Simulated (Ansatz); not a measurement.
Si$_{31}$Ni$_{17}$

```cif
data_structure
_symmetry_space_group_name_H-M 'P 1'
_symmetry_Int_Tables_number 1
_cell_length_a 10.8569
_cell_length_b 10.8569
_cell_length_c 5.4285
_cell_angle_alpha 90.000
_cell_angle_beta 90.000
_cell_angle_gamma 90.000
_cell_volume 639.87
loop_
_atom_site_label
_atom_site_type_symbol
_atom_site_fract_x
_atom_site_fract_y
_atom_site_fract_z
_atom_site_occupancy
Ni1 Ni 0.87612 0.87612 0.75083 1
Ni2 Ni 0.87521 0.37562 0.74559 1
Ni3 Ni 0.37562 0.87521 0.74559 1
Ni4 Ni 0.36774 0.36774 0.76981 1
Ni5 Ni 0.87612 0.12388 0.24917 1
Ni6 Ni 0.87521 0.62438 0.25441 1
Ni7 Ni 0.37562 0.12479 0.25441 1
Ni8 Ni 0.36774 0.63226 0.23019 1
Ni9 Ni 0.12388 0.87612 0.24917 1
Ni10 Ni 0.12479 0.37562 0.25441 1
Ni11 Ni 0.62438 0.87521 0.25441 1
Ni12 Ni 0.63226 0.36774 0.23019 1
Ni13 Ni 0.12388 0.12388 0.75083 1
Ni14 Ni 0.12479 0.62438 0.74559 1
Ni15 Ni 0.62438 0.12479 0.74559 1
Ni16 Ni 0.63226 0.63226 0.76981 1
Si1 Si 0.00000 0.00000 0.00000 1
Si2 Si 0.00000 0.50000 0.00000 1
Si3 Si 0.50000 0.00000 0.00000 1
Si4 Si 0.50000 0.50000 0.00000 1
Si5 Si 0.24994 0.24994 0.50317 1
Si6 Si 0.24994 0.75006 0.49683 1
Si7 Si 0.75006 0.24994 0.49683 1
Si8 Si 0.75006 0.75006 0.50317 1
Si9 Si 0.00000 0.25029 0.50000 1
Si10 Si 0.00000 0.74971 0.50000 1
Si11 Si 0.50000 0.26563 0.50000 1
Si12 Si 0.50000 0.73437 0.50000 1
Si13 Si 0.25097 0.00000 0.00000 1
Si14 Si 0.24826 0.50000 0.00000 1
Si15 Si 0.74903 0.00000 0.00000 1
Si16 Si 0.75174 0.50000 0.00000 1
Si17 Si 0.25029 0.00000 0.50000 1
Si18 Si 0.26563 0.50000 0.50000 1
Si19 Si 0.74971 0.00000 0.50000 1
Si20 Si 0.73437 0.50000 0.50000 1
Si21 Si 0.00000 0.25097 0.00000 1
Si22 Si 0.00000 0.74903 0.00000 1
Si23 Si 0.50000 0.24826 0.00000 1
Si24 Si 0.50000 0.75174 0.00000 1
Si25 Si 0.24779 0.24779 0.00836 1
Si26 Si 0.24779 0.75221 0.99164 1
Si27 Si 0.75221 0.24779 0.99164 1
Si28 Si 0.75221 0.75221 0.00836 1
Si29 Si 0.00000 0.00000 0.50000 1
Si30 Si 0.00000 0.50000 0.50000 1
Si31 Si 0.50000 0.00000 0.50000 1
Ni17 Ni 0.50000 0.50000 0.50000 1
```

Space group P-42m; a generated structure, not necessarily the stable one; computed without spin polarisation.

Computed with DFT PBE, scalar-relativistic, plane waves, PAW (Ansatz 0.2.0).

What will maps of the valence pseudo-density and electron localisation function show?

Answer. Si–Ni (2.54 Å): ρ at the midpoint is about 0.36 e/Å³; the ELF peaks at about 0.75 in the valence shell of Si, 0.9 Å from its nucleus, and is about 0.50 at the midpoint.

Does the calculation make it a metal, or give it a gap?

Answer. It is metallic or semimetallic at this level of theory: no gap opens.

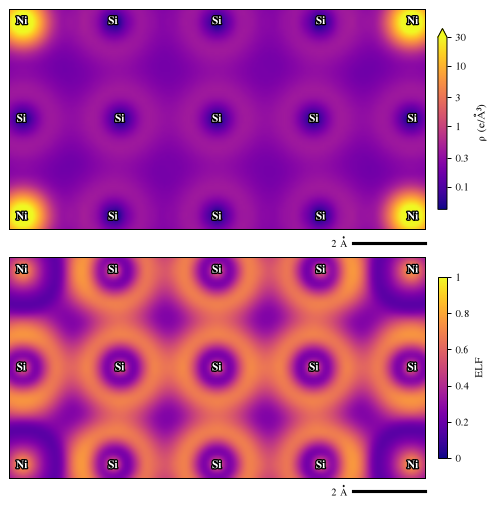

Computed valence pseudo-density and electron localisation function on the (100) plane of the conventional cell, in this order. 
